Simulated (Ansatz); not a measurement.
# B: what the fields show

```
CELL_PARAMETERS angstrom
2.79471 0.00000 0.00000
0.00000 5.50150 0.00000
0.00000 0.00000 7.07225
ATOMIC_POSITIONS crystal
B 0.00000 0.84662 0.77602
B 0.50000 0.34662 0.77602
B 0.00000 0.15338 0.77602
B 0.50000 0.65338 0.77602
B 0.00000 0.15338 0.22398
B 0.50000 0.65338 0.22398
B 0.00000 0.84662 0.22398
B 0.50000 0.34662 0.22398
B 0.00000 0.65269 0.00000
B 0.50000 0.15269 0.00000
B 0.00000 0.34731 0.00000
B 0.50000 0.84731 0.00000
```

Space group Cmmm; a structure generated by program, which may or may not match a known phase.

Method: DFT PBE, scalar-relativistic, plane waves, PAW (Ansatz).

In a PAW calculation such maps are meaningful between the atoms, not at the nuclei.

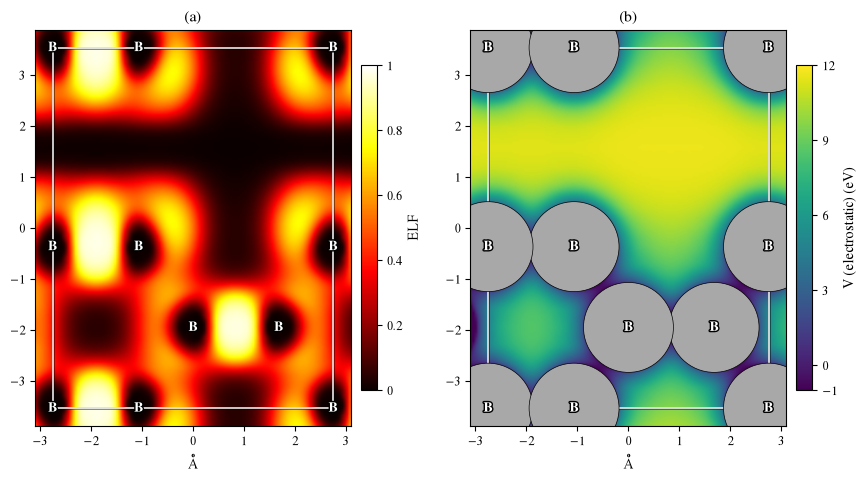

Figure 1. (a) ELF; (b) electrostatic potential (local pseudopotential plus Hartree) felt by an electron on the (100) plane of the conventional cell. Grey discs cover the atomic cores in the potential map.

What does the map show?

The section cuts through B sites.
B–B (1.68 Å): the ELF peaks at about 0.95 between the atoms.
B–B (1.91 Å): the ELF peaks at about 0.60 between the atoms.
Outside the cores the potential energy rises away from the atoms and is highest about 2.4 Å from the nearest atoms; its zero is arbitrary.

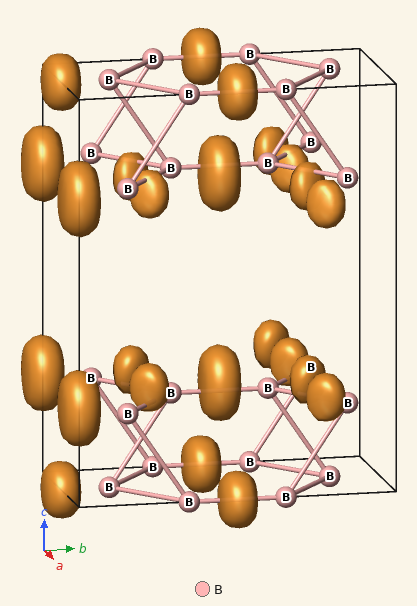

Figure 2. Isosurface of the ELF at 0.85 (orange), seen slightly off an axis. Core shells and regions of very low density are left out. Sticks mark near contacts.

What do the ELF domains correspond to?

The surface consists of 14 regions between bonded B–B atoms, counted in one cell of 12 atoms. Any copies at cell faces, edges or corners count once.


 B–B (1.76 Å): the ELF peaks at about 0.90 between the atoms.

Metal or insulator at this level of theory?

It is gapless in this calculation (a metal or semimetal).
